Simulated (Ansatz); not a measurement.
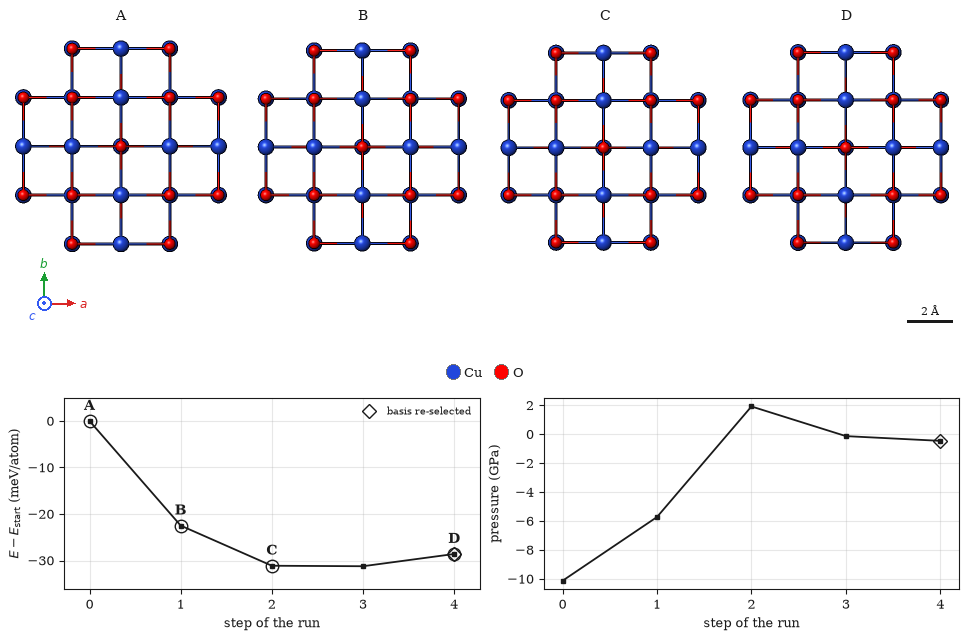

Frames of a relaxation of solid CuO (a generated structure, set up in Fm-3m) (coarse preliminary run), marked on the history of the run. A ball-and-stick model of the conventional cell (4 times the calculation's cell), seen along the c axis. Lengths and directions refer to the drawn axes.

Case: Ni → Cu on all its sites, cell and atoms relaxed.

All numbers below come from DFT PBE+U, scalar-relativistic, plane waves, PAW in Ansatz 0.2.0. Set-up: plane-wave cutoff 420 eV; k-point mesh 8 × 8 × 8; occupations gaussian; smearing width 0.1 eV; U Cu 4.0 eV; collinear spin; cell and atoms relaxed; force threshold 0.05 eV/Å; at most 60 steps.

Question: What happens along the run?

Answer: The atoms keep their places relative to the cell (all moves are under 0.005 Å). The volume changes by −7.5 %, with a = b = c 4.381 → 4.269 Å (−2.6 %). Near-neighbour distances that change, for instance: Cu–O 2.190 → 2.134 Å. The space group stays Fm-3m (No. 225). The energy falls by 28.6 meV per atom in 3 accepted moves (4 points after the start). All forces vanish by symmetry, so only the cell relaxes. Pressure: −10.13 GPa at the start and −0.46 GPa at the end. At 1 point the geometry stayed and the basis and grid were re-selected for the new cell (energy shift of 2.6 meV per atom at most each time). From step 0 to 1: volume −3.9 %, energy −22.5 meV per atom. From step 1 to 2: volume −4.9 %, energy −8.6 meV per atom. From step 2 to 4: volume +1.2 %, energy +2.5 meV per atom.
